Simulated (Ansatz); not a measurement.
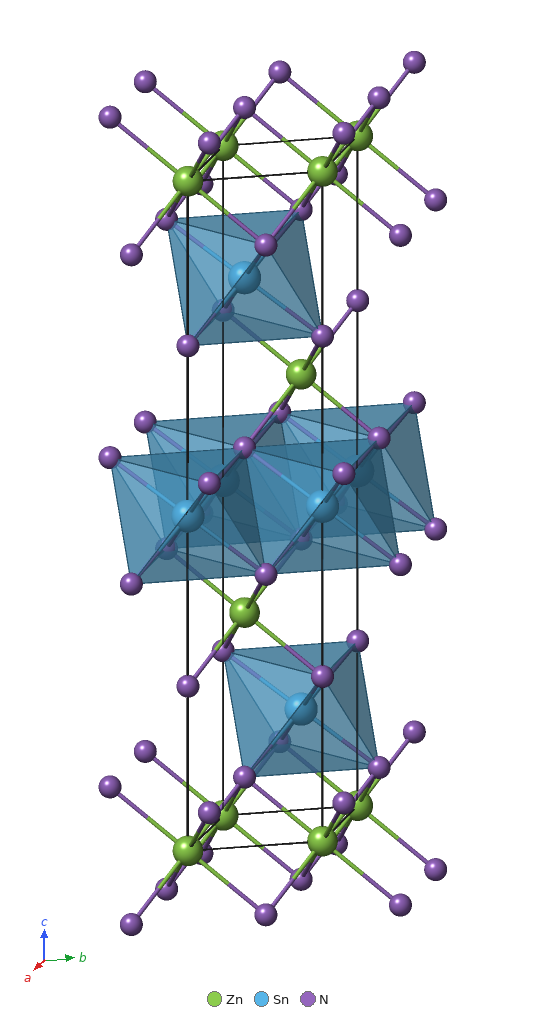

View slightly off an axis, drawn as a polyhedral model. Lines trace the edges of the conventional unit cell. Some neighbours outside the box are added.

ZnSnN2, α-NaFeO₂ type, space group R-3m (No. 166), a = 3.167 Å, b = 3.167 Å, c = 15.758 Å, α = 90.00°, β = 90.00°, γ = 120.00°. Its origin is a structure type filled with these elements by a generator (whether the compound takes this form wasn't checked). The cell was then strained or its atoms displaced on purpose. Ansatz was used for an electronic-structure calculation on it.

This one geometry was computed with Ansatz (DFT, plane waves, PAW) at three levels of theory: HSE06, PBE and r2SCAN. It was relaxed with r2SCAN and then strained.

> Which level gives the highest pressure at this volume, and what does that say about its equilibrium volume?

Highest: PBE (3.2 GPa), which points to the largest equilibrium volume. Lowest, with the smallest volume: HSE06 (-4.9 GPa). Levels within 0.5 GPa of each other can't be told apart.

> How does the band gap change with the level of theory?

PBE: a gap of 0.64 eV, indirect; r2SCAN: a gap of 1.08 eV, indirect; HSE06: a gap of 1.77 eV, indirect.

> Collect the results in a table.

| level | cutoff (eV) | k-mesh of the run's cell | gap (eV) | pressure (GPa) |
| --- | --- | --- | --- | --- |
| HSE06 | 420 | 6×6×6 | 1.77 | -4.9 |
| PBE | 420 | 10×10×10 | 0.64 | 3.2 |
| r2SCAN | 500 | 10×10×10 | 1.08 | -3.2 |

Gaps are taken on the k-mesh or band path of each run.
